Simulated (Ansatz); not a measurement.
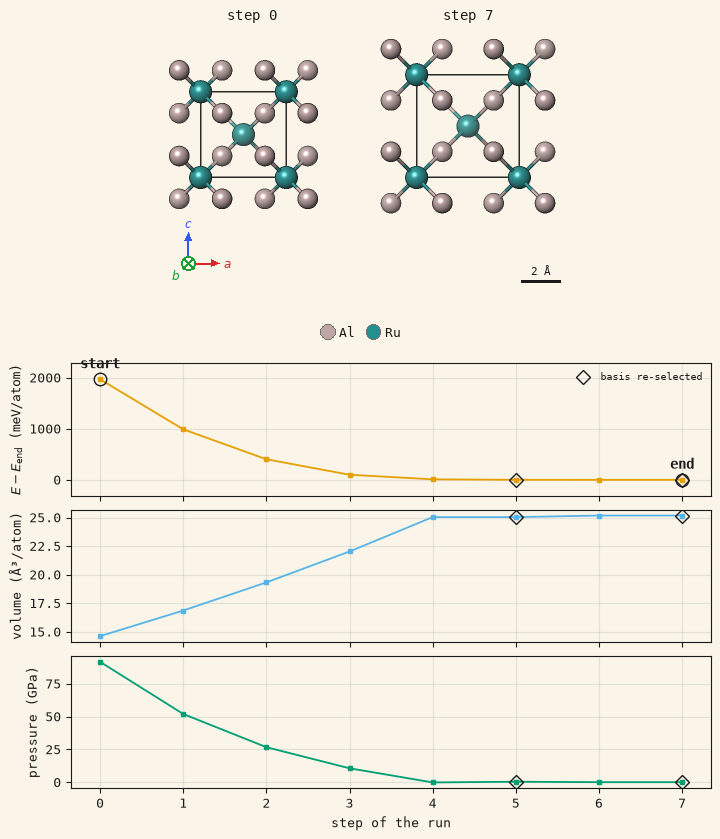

First and last geometry of a relaxation of a crystal of Al$_{2}$Ru (built on the cuprite type) (coarse preliminary run), with the history of the run. Style: ball-and-stick. Shown: the cell of the calculation, along the b axis.

Case: cuprite type (Pn-3m, No. 224).

Theory: DFT r2SCAN, scalar-relativistic, plane waves, PAW (Ansatz).

The input:
```yaml
crystal:
  lattice:
    - [4.4430100874, 0.0, 0.0]
    - [0.0, 4.4430100874, 0.0]
    - [0.0, 0.0, 4.4430100874]
  atoms:
    - { symbol: Al, position: [0.25, 0.25, 0.25] }
    - { symbol: Al, position: [0.25, 0.75, 0.75] }
    - { symbol: Al, position: [0.75, 0.75, 0.25] }
    - { symbol: Al, position: [0.75, 0.25, 0.75] }
    - { symbol: Ru, position: [0.0, 0.0, 0.0] }
    - { symbol: Ru, position: [0.5, 0.5, 0.5] }
basis:
  ecutwfc: 500
kpoints:
  mp_grid: { grid: [4, 4, 4] }
hamiltonian:
  xc: r2scan
scf:
  occupations: { method: gaussian, width: 0.1 }
  lower_state_search: "off"
output:
  forces: true
  stress: true
  eigenvalues: true
relax:
  adjacent_minimum: "off"
  f_tol: 0.04
  max_steps: 70
  cell: { stress_tol: 0.4 }
```

Run as
```bash
ansatz run input.yaml --threads 1 --pin off --max-ram 3072MiB --backend cpu --events-out ev --progress --plain --runs-dir out
```

**Read the history and describe the run.**

It converged. The atoms keep their places relative to the cell (all moves are under 0.005 Å). The drawn cell changes as follows: a = b = c 4.443 → 5.326 Å (+19.9 %); the volume changes by +72.2 %. Among the contacts that change: Al1–Ru5 1.924 → 2.306 Å. The space group stays Pn-3m (No. 224). Over 5 accepted moves (7 points after the start) the energy falls by 1968 meV per atom. All forces vanish by symmetry, so only the cell relaxes. The pressure goes from 91.68 to 0.09 GPa. The SCF was repeated twice at an unchanged geometry on a basis and grid sized afresh for the cell, which shifted the energy by 9.7 meV per atom at most.
